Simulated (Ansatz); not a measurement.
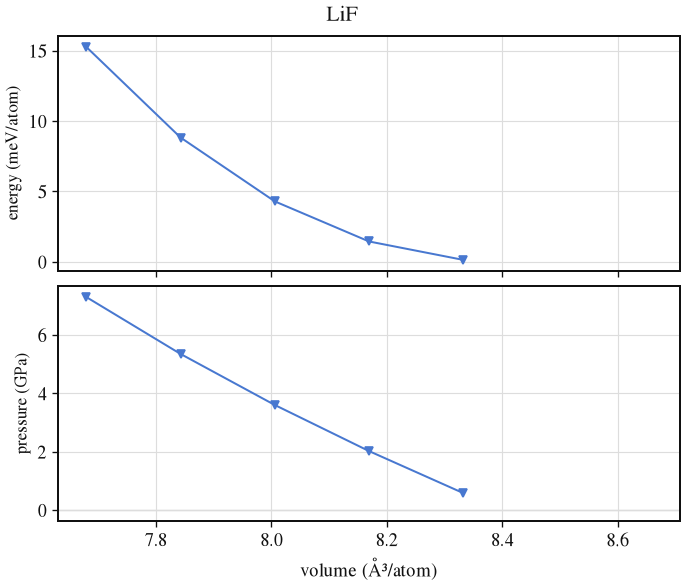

The picture above shows the energy and pressure against volume for LiF, space group Fm-3m (No. 225).

Cell as given: a = 2.848 Å, b = 2.848 Å, c = 2.848 Å, α = 60.00°, β = 60.00°, γ = 60.00°; 2 atoms.

Method: all-electron LAPW DFT, no spin polarisation; energies at scaled volumes of the given cell, shape and fractions fixed, counted from the fit's minimum, third-order Birch-Murnaghan fit (Ansatz 0.2.0). Level: PBE.

k mesh 11×11×11; occupations Fermi–Dirac; smearing width 0.05 eV; potentials all electron LAPW, scalar relativistic; program settings basis error eV/atom 0.0005.

The points at volume 8.4959 Å³/atom and 8.6593 Å³/atom are left out of the plot. What values does the calculation give there?

| volume (Å³/atom) | energy (meV/atom) | pressure (GPa) |
| --- | --- | --- |
| 8.4959 | 0.21 | −0.71 |
| 8.6593 | 1.53 | −1.88 |
